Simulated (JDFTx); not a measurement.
Run report: SnO, geometry relaxation (part 2 of 4)

SnO (4 atoms in the cell); Kohn-Sham DFT of a periodic cell, r2SCAN, SG15-PBE-1.2, no spin polarisation (JDFTx 1.7.0 (patched build)); cutoff 1360.57 eV, 3×3×2 k-mesh, fermi-dirac of 0.05 eV. The structure derives from a Materials Project entry.

Geometry of the input (Å; fractional positions):
```
3.8137  0.0000  0.0000
0.0000  3.8137  0.0000
0.0000  0.0000  4.8869
Sn 0.5000  0.0000  0.7646
Sn 0.0000  0.5000  0.2354
O  0.0000  0.0000  0.0000
O  0.5000  0.5000  0.0000
```

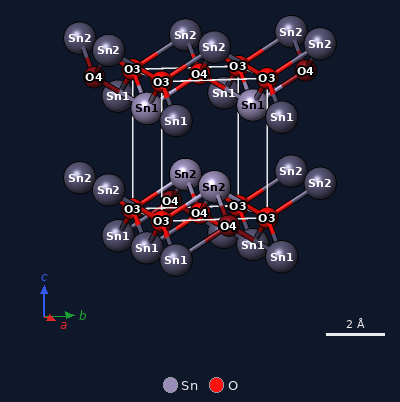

Figure 1. The starting structure (ball-and-stick view of the cell of the calculation, seen slightly off an axis; neighbours outside the cell are drawn fainter; atoms are numbered from 1 in the order of the input). An atom can appear more than once, as a periodic image.

**What the program printed, continued**
```
-------- Electronic minimization -----------
Will mix electronic and kinetic density at each iteration.
	FillingsUpdate:  mu: +0.425910285  nElectrons: 40.000000
	FillingsUpdate:  mu: +0.427939416  nElectrons: 40.000000
SCF: Cycle:  0   F: -151.907733741944924   dF: -6.899e-03   |Residual|: 1.411e-01   |deigs|: 4.447e-04
	FillingsUpdate:  mu: +0.428396323  nElectrons: 40.000000
SCF: Cycle:  1   F: -151.913482174177830   dF: -5.748e-03   |Residual|: 6.754e-02   |deigs|: 3.320e-03
	FillingsUpdate:  mu: +0.427719642  nElectrons: 40.000000
SCF: Cycle:  2   F: -151.913790114403469   dF: -3.079e-04   |Residual|: 2.585e-02   |deigs|: 4.519e-04
	FillingsUpdate:  mu: +0.427562998  nElectrons: 40.000000
SCF: Cycle:  3   F: -151.913853447172102   dF: -6.333e-05   |Residual|: 9.796e-03   |deigs|: 4.216e-04
	FillingsUpdate:  mu: +0.427492024  nElectrons: 40.000000
SCF: Cycle:  4   F: -151.913861618777332   dF: -8.172e-06   |Residual|: 3.970e-03   |deigs|: 1.560e-04
	FillingsUpdate:  mu: +0.427426665  nElectrons: 40.000000
SCF: Cycle:  5   F: -151.913863795571928   dF: -2.177e-06   |Residual|: 2.227e-03   |deigs|: 1.259e-04
	FillingsUpdate:  mu: +0.427437806  nElectrons: 40.000000
SCF: Cycle:  6   F: -151.913865075911076   dF: -1.280e-06   |Residual|: 1.000e-03   |deigs|: 2.883e-05
	FillingsUpdate:  mu: +0.427418415  nElectrons: 40.000000
SCF: Cycle:  7   F: -151.913865535890892   dF: -4.600e-07   |Residual|: 2.406e-04   |deigs|: 4.675e-05
	FillingsUpdate:  mu: +0.427405769  nElectrons: 40.000000
SCF: Cycle:  8   F: -151.913865573028374   dF: -3.714e-08   |Residual|: 1.638e-04   |deigs|: 1.663e-05
	FillingsUpdate:  mu: +0.427398967  nElectrons: 40.000000
SCF: Cycle:  9   F: -151.913865571638837   dF: +1.390e-09   |Residual|: 1.863e-04   |deigs|: 7.120e-06
	FillingsUpdate:  mu: +0.427402285  nElectrons: 40.000000
SCF: Cycle: 10   F: -151.913865578064446   dF: -6.426e-09   |Residual|: 9.699e-05   |deigs|: 3.904e-06
	FillingsUpdate:  mu: +0.427402251  nElectrons: 40.000000
SCF: Cycle: 11   F: -151.913865578544090   dF: -4.796e-10   |Residual|: 7.068e-05   |deigs|: 7.573e-07
	FillingsUpdate:  mu: +0.427402120  nElectrons: 40.000000
SCF: Cycle: 12   F: -151.913865579544307   dF: -1.000e-09   |Residual|: 8.196e-06   |deigs|: 1.515e-06
	FillingsUpdate:  mu: +0.427402091  nElectrons: 40.000000
SCF: Cycle: 13   F: -151.913865579578697   dF: -3.439e-11   |Residual|: 7.738e-06   |deigs|: 7.412e-08
	FillingsUpdate:  mu: +0.427402149  nElectrons: 40.000000
SCF: Cycle: 14   F: -151.913865579591686   dF: -1.299e-11   |Residual|: 2.671e-06   |deigs|: 7.139e-08
SCF: Converged (|Delta E|<1.000000e-09 for 2 iters).

Setting wave functions to eigenvectors of Hamiltonian
# Lattice vectors:
R =
[      7.20513            0            0  ]
[            0      7.20513            0  ]
[            0            0       9.2188  ]
unit cell volume = 478.584

# Strain tensor in Cartesian coordinates:
[ -0.000237209            0            0  ]
[            0 -0.000237209            0  ]
[            0            0  -0.00174618  ]

# Stress tensor in Cartesian coordinates [Eh/a0^3]:
[  -3.2098e-06            0            0  ]
[            0  -3.2098e-06            0  ]
[            0            0   1.9369e-05  ]

# Ionic positions in lattice coordinates:
ion Sn   0.500000000000000   0.000000000000000   0.765989037057099 1
ion Sn   0.000000000000000   0.500000000000000   0.234010962942901 1
ion O   0.000000000000000   0.000000000000000   0.000000000000000 1
ion O   0.500000000000000   0.500000000000000   0.000000000000000 1

# Forces in Cartesian coordinates:
force Sn   0.000000000000000   0.000000000000000   0.000363179343288 1
force Sn   0.000000000000000   0.000000000000000  -0.000363179343289 1
force O  -0.000000000000000   0.000000000000000   0.000000000000000 1
force O   0.000000000000000   0.000000000000000   0.000000000000000 1

# Energy components:
   Eewald =     -116.9731100392617833
       EH =       37.3923428566741123
     Eloc =     -105.2846999051263595
      Enl =      -31.2745810441674728
      Exc =      -21.1120173220209040
       KE =       85.3381998757135705
-------------------------------------
     Etot =     -151.9138655781888190
       TS =        0.0000000014028539
-------------------------------------
        F =     -151.9138655795916861

LatticeMinimize: Iter:   2  F: -151.913865579591686  |grad|_K:  1.320e-03  alpha:  1.000e+00  linmin: -1.552e-01

-------- Electronic minimization -----------
Will mix electronic and kinetic density at each iteration.
	FillingsUpdate:  mu: +0.427402149  nElectrons: 40.000000
	FillingsUpdate:  mu: +0.427824410  nElectrons: 40.000000
SCF: Cycle:  0   F: -151.913797226444217   dF: -1.957e-04   |Residual|: 1.824e-02   |deigs|: 8.785e-06
	FillingsUpdate:  mu: +0.427788747  nElectrons: 40.000000
SCF: Cycle:  1   F: -151.913865729901261   dF: -6.850e-05   |Residual|: 9.001e-03   |deigs|: 3.156e-04
	FillingsUpdate:  mu: +0.427692485  nElectrons: 40.000000
[... 7 further cycles ...]
SCF: Cycle:  9   F: -151.913872260512761   dF: -2.890e-10   |Residual|: 1.104e-05   |deigs|: 1.059e-06
	FillingsUpdate:  mu: +0.427662426  nElectrons: 40.000000
SCF: Cycle: 10   F: -151.913872260587226   dF: -7.446e-11   |Residual|: 5.813e-06   |deigs|: 1.251e-07
SCF: Converged (|Delta E|<1.000000e-09 for 2 iters).

Setting wave functions to eigenvectors of Hamiltonian
# Lattice vectors:
R =
[      7.20619            0            0  ]
[            0      7.20619            0  ]
[            0            0      9.21243  ]
unit cell volume = 478.394

# Strain tensor in Cartesian coordinates:
[ -8.98025e-05            0            0  ]
[            0 -8.98025e-05            0  ]
[            0            0   -0.0024359  ]

# Stress tensor in Cartesian coordinates [Eh/a0^3]:
[ -4.41951e-06            0            0  ]
[            0 -4.41951e-06            0  ]
[            0            0  1.56016e-05  ]

# Ionic positions in lattice coordinates:
ion Sn   0.500000000000000   0.000000000000000   0.766112463000273 1
ion Sn   0.000000000000000   0.500000000000000   0.233887536999727 1
ion O   0.000000000000000   0.000000000000000   0.000000000000000 1
ion O   0.500000000000000   0.500000000000000   0.000000000000000 1

# Forces in Cartesian coordinates:
force Sn   0.000000000000000   0.000000000000000  -0.000049067989720 1
force Sn   0.000000000000000   0.000000000000000   0.000049067989720 1
force O  -0.000000000000000  -0.000000000000000  -0.000000000000000 1
force O  -0.000000000000000   0.000000000000000  -0.000000000000000 1

# Energy components:
   Eewald =     -116.9846897984019591
       EH =       37.3875407816485676
     Eloc =     -105.2696070554865884
      Enl =      -31.2751301181478496
      Exc =      -21.1127249022660983
       KE =       85.3407388333883432
-------------------------------------
     Etot =     -151.9138722592655881
       TS =        0.0000000013216482
-------------------------------------
        F =     -151.9138722605872260

LatticeMinimize: Iter:   3  F: -151.913872260587226  |grad|_K:  1.029e-03  alpha:  1.000e+00  linmin: -3.998e-01

-------- Electronic minimization -----------
Will mix electronic and kinetic density at each iteration.
	FillingsUpdate:  mu: +0.427662426  nElectrons: 40.000000
	FillingsUpdate:  mu: +0.427876270  nElectrons: 40.000000
SCF: Cycle:  0   F: -151.913869551969299   dF: -5.533e-05   |Residual|: 9.972e-03   |deigs|: 1.779e-06
	FillingsUpdate:  mu: +0.427784538  nElectrons: 40.000000
SCF: Cycle:  1   F: -151.913876687545383   dF: -7.136e-06   |Residual|: 4.476e-03   |deigs|: 2.209e-04
	FillingsUpdate:  mu: +0.427798524  nElectrons: 40.000000
[... 5 further cycles ...]
SCF: Cycle:  7   F: -151.913877487606442   dF: -2.783e-10   |Residual|: 1.648e-05   |deigs|: 6.204e-07
	FillingsUpdate:  mu: +0.427787712  nElectrons: 40.000000
SCF: Cycle:  8   F: -151.913877487675279   dF: -6.884e-11   |Residual|: 6.468e-06   |deigs|: 1.590e-07
SCF: Converged (|Delta E|<1.000000e-09 for 2 iters).

Setting wave functions to eigenvectors of Hamiltonian
LatticeMinimize: 	Wolfe criterion not satisfied: alpha: 1  (E-E0)/|gdotd0|: -0.956109  gdotd/gdotd0: 0.90911 (taking cubic step)

-------- Electronic minimization -----------
Will mix electronic and kinetic density at each iteration.
	FillingsUpdate:  mu: +0.427787712  nElectrons: 40.000000
	FillingsUpdate:  mu: +0.428214901  nElectrons: 40.000000
SCF: Cycle:  0   F: -151.913854787824647   dF: -2.216e-04   |Residual|: 1.997e-02   |deigs|: 7.102e-06
	FillingsUpdate:  mu: +0.428031132  nElectrons: 40.000000
SCF: Cycle:  1   F: -151.913883289099630   dF: -2.850e-05   |Residual|: 8.959e-03   |deigs|: 4.421e-04
	FillingsUpdate:  mu: +0.428058994  nElectrons: 40.000000
[... 6 further cycles ...]
SCF: Cycle:  8   F: -151.913886491709121   dF: -2.743e-10   |Residual|: 1.295e-05   |deigs|: 3.278e-07
	FillingsUpdate:  mu: +0.428037419  nElectrons: 40.000000
SCF: Cycle:  9   F: -151.913886491823973   dF: -1.149e-10   |Residual|: 6.010e-06   |deigs|: 3.394e-07
SCF: Converged (|Delta E|<1.000000e-09 for 2 iters).

Setting wave functions to eigenvectors of Hamiltonian
# Lattice vectors:
R =
[      7.20989            0            0  ]
[            0      7.20989            0  ]
[            0            0      9.19491  ]
unit cell volume = 477.974

# Strain tensor in Cartesian coordinates:
[  0.000423347            0            0  ]
[            0  0.000423347            0  ]
[            0            0  -0.00433372  ]

# Stress tensor in Cartesian coordinates [Eh/a0^3]:
[ -3.67134e-06            0            0  ]
[            0 -3.67134e-06            0  ]
[            0            0    1.097e-05  ]

# Ionic positions in lattice coordinates:
ion Sn   0.500000000000000   0.000000000000000   0.766083776232249 1
ion Sn   0.000000000000000   0.500000000000000   0.233916223767751 1
ion O   0.000000000000000   0.000000000000000   0.000000000000000 1
ion O   0.500000000000000   0.500000000000000   0.000000000000000 1

# Forces in Cartesian coordinates:
force Sn  -0.000000000000000   0.000000000000000  -0.000476571385641 1
force Sn  -0.000000000000000   0.000000000000000   0.000476571385641 1
force O  -0.000000000000000   0.000000000000000   0.000000000000000 1
force O   0.000000000000000   0.000000000000000   0.000000000000000 1

# Energy components:
   Eewald =     -117.0639492516256013
       EH =       37.3251042809371114
     Eloc =     -105.1284576637627310
      Enl =      -31.2755345724830534
      Exc =      -21.1131253304524407
       KE =       85.3420760468008837
-------------------------------------
     Etot =     -151.9138864905858384
       TS =        0.0000000012381443
-------------------------------------
        F =     -151.9138864918239733

LatticeMinimize: Iter:   4  F: -151.913886491823973  |grad|_K:  1.002e-03  alpha:  3.000e+00  linmin: -9.949e-01

-------- Electronic minimization -----------
Will mix electronic and kinetic density at each iteration.
	FillingsUpdate:  mu: +0.428037419  nElectrons: 40.000000
	FillingsUpdate:  mu: +0.428721641  nElectrons: 40.000000
SCF: Cycle:  0   F: -151.913654348554786   dF: -3.121e-04   |Residual|: 3.706e-02   |deigs|: 1.707e-05
	FillingsUpdate:  mu: +0.428390615  nElectrons: 40.000000
SCF: Cycle:  1   F: -151.913878811720821   dF: -2.245e-04   |Residual|: 1.535e-02   |deigs|: 1.003e-03
	FillingsUpdate:  mu: +0.428485726  nElectrons: 40.000000
[... 7 further cycles ...]
SCF: Cycle:  9   F: -151.913895669264861   dF: -2.335e-10   |Residual|: 2.077e-05   |deigs|: 6.396e-07
	FillingsUpdate:  mu: +0.428476854  nElectrons: 40.000000
SCF: Cycle: 10   F: -151.913895669382811   dF: -1.180e-10   |Residual|: 4.794e-06   |deigs|: 5.350e-07
SCF: Converged (|Delta E|<1.000000e-09 for 2 iters).

Setting wave functions to eigenvectors of Hamiltonian
# Lattice vectors:
R =
[      7.21175            0            0  ]
[            0      7.21175            0  ]
[            0            0      9.18118  ]
unit cell volume = 477.506

# Strain tensor in Cartesian coordinates:
[  0.000680831            0            0  ]
[            0  0.000680831            0  ]
[            0            0  -0.00582038  ]

# Stress tensor in Cartesian coordinates [Eh/a0^3]:
[ -3.36388e-06            0            0  ]
[            0 -3.36388e-06            0  ]
[            0            0  8.35286e-06  ]

# Ionic positions in lattice coordinates:
ion Sn   0.500000000000000   0.000000000000000   0.765950998165767 1
ion Sn   0.000000000000000   0.500000000000000   0.234049001834233 1
ion O   0.000000000000000   0.000000000000000   0.000000000000000 1
ion O   0.500000000000000   0.500000000000000   0.000000000000000 1

# Forces in Cartesian coordinates:
force Sn   0.000000000000000  -0.000000000000000  -0.000671031253998 1
force Sn  -0.000000000000000  -0.000000000000000   0.000671031253998 1
force O  -0.000000000000000   0.000000000000000   0.000000000000000 1
force O  -0.000000000000000   0.000000000000000   0.000000000000000 1

# Energy components:
   Eewald =     -117.1509336760858844
       EH =       37.2579675243687589
     Eloc =     -104.9746824432830010
      Enl =      -31.2758734329943238
      Exc =      -21.1134539658385840
       KE =       85.3430803256828483
-------------------------------------
     Etot =     -151.9138956681501895
       TS =        0.0000000012326289
-------------------------------------
        F =     -151.9138956693828106

LatticeMinimize: Iter:   5  F: -151.913895669382811  |grad|_K:  1.116e-03  alpha:  1.000e+00  linmin: -7.772e-01

-------- Electronic minimization -----------
Will mix electronic and kinetic density at each iteration.
	FillingsUpdate:  mu: +0.428476854  nElectrons: 40.000000
	FillingsUpdate:  mu: +0.430932677  nElectrons: 40.000000
SCF: Cycle:  0   F: -151.911034868439344   dF: -3.129e-03   |Residual|: 1.278e-01   |deigs|: 1.862e-04
	FillingsUpdate:  mu: +0.429828322  nElectrons: 40.000000
SCF: Cycle:  1   F: -151.913721378541624   dF: -2.687e-03   |Residual|: 5.174e-02   |deigs|: 3.457e-03
	FillingsUpdate:  mu: +0.430153245  nElectrons: 40.000000
[... 9 further cycles ...]
SCF: Cycle: 11   F: -151.913915540761707   dF: -1.929e-10   |Residual|: 6.976e-06   |deigs|: 2.857e-07
	FillingsUpdate:  mu: +0.430120278  nElectrons: 40.000000
SCF: Cycle: 12   F: -151.913915540851690   dF: -8.998e-11   |Residual|: 3.486e-06   |deigs|: 2.136e-07
SCF: Converged (|Delta E|<1.000000e-09 for 2 iters).

Setting wave functions to eigenvectors of Hamiltonian
# Lattice vectors:
R =
[      7.21588            0            0  ]
[            0      7.21588            0  ]
[            0            0      9.13866  ]
unit cell volume = 475.84

# Strain tensor in Cartesian coordinates:
[   0.00125463            0            0  ]
[            0   0.00125463            0  ]
[            0            0   -0.0104241  ]

# Stress tensor in Cartesian coordinates [Eh/a0^3]:
[ -3.91779e-06            0            0  ]
[            0 -3.91779e-06            0  ]
[            0            0   7.3135e-09  ]

# Ionic positions in lattice coordinates:
ion Sn   0.500000000000000   0.000000000000000   0.765471319554262 1
ion Sn   0.000000000000000   0.500000000000000   0.234528680445738 1
ion O   0.000000000000000   0.000000000000000   0.000000000000000 1
ion O   0.500000000000000   0.500000000000000   0.000000000000000 1

# Forces in Cartesian coordinates:
force Sn  -0.000000000000000  -0.000000000000000  -0.001275374011257 1
force Sn  -0.000000000000000   0.000000000000000   0.001275374011257 1
force O   0.000000000000000  -0.000000000000000   0.000000000000000 1
force O   0.000000000000000   0.000000000000000  -0.000000000000000 1

# Energy components:
   Eewald =     -117.4436359632111504
       EH =       37.0367442979831623
     Eloc =     -104.4624460659334204
      Enl =      -31.2771709268679992
      Exc =      -21.1148657874640584
       KE =       85.3474589059039062
-------------------------------------
     Etot =     -151.9139155395895386
       TS =        0.0000000012621618
-------------------------------------
        F =     -151.9139155408516899

LatticeMinimize: Iter:   6  F: -151.913915540851690  |grad|_K:  1.835e-03  alpha:  1.000e+00  linmin: -5.371e-01
```
